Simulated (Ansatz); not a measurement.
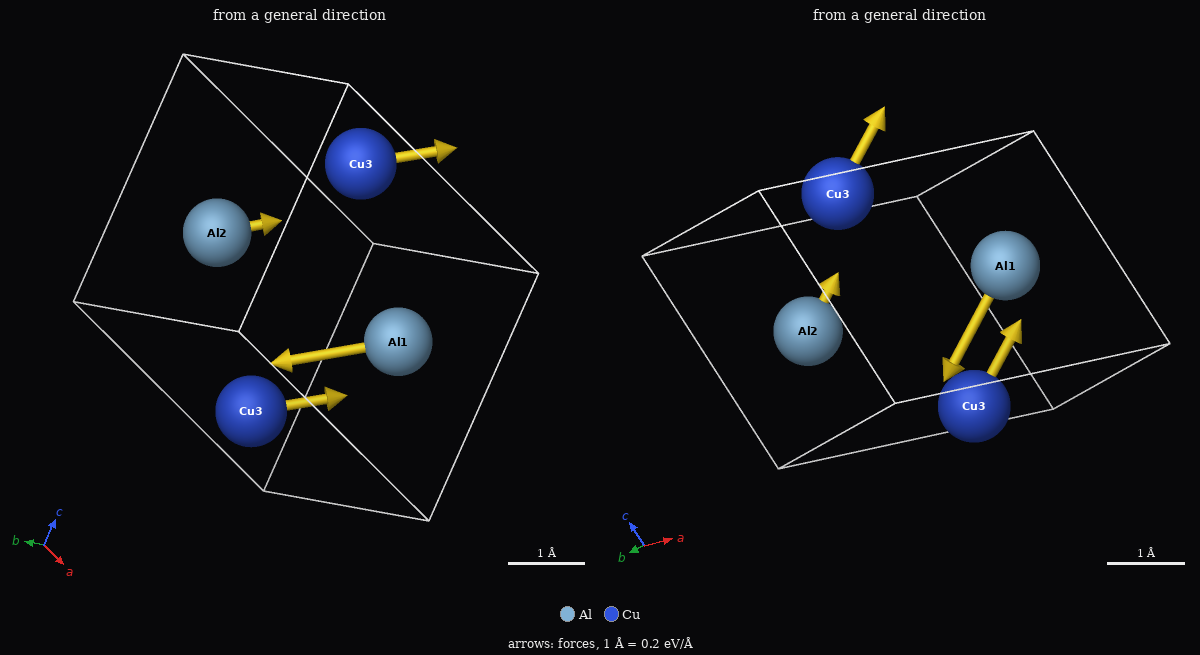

Spheres-only representation of a periodic structure, projected from two general directions. One simulation cell is framed, with atoms on its boundary repeated. The arrows are the computed forces on the atoms.

System: Al₂Cu. Level of theory and settings: DFT PBEsol, scalar-relativistic, plane waves, PAW (Ansatz 0.2.0), E_cut = 420 eV, k-point mesh 12×12×12, Gaussian smearing of 0.1 eV, no spin polarisation.

Q: Would an optimiser stop at this geometry?

A: No. The atoms still feel forces of up to about 0.26 eV/Å, far above a usual threshold of 0.01 to 0.03 eV/Å.

Q: Name the atom under the greatest force.

A: Al1, about 0.26 eV/Å.

Q: What is the mean force per element?

A: Mean magnitudes: about Al 0.18 eV/Å, Cu 0.17 eV/Å.

Its origin is a structure listed in the Materials Project. The cell was then strained or its atoms displaced on purpose. It went into a calculation with Ansatz.
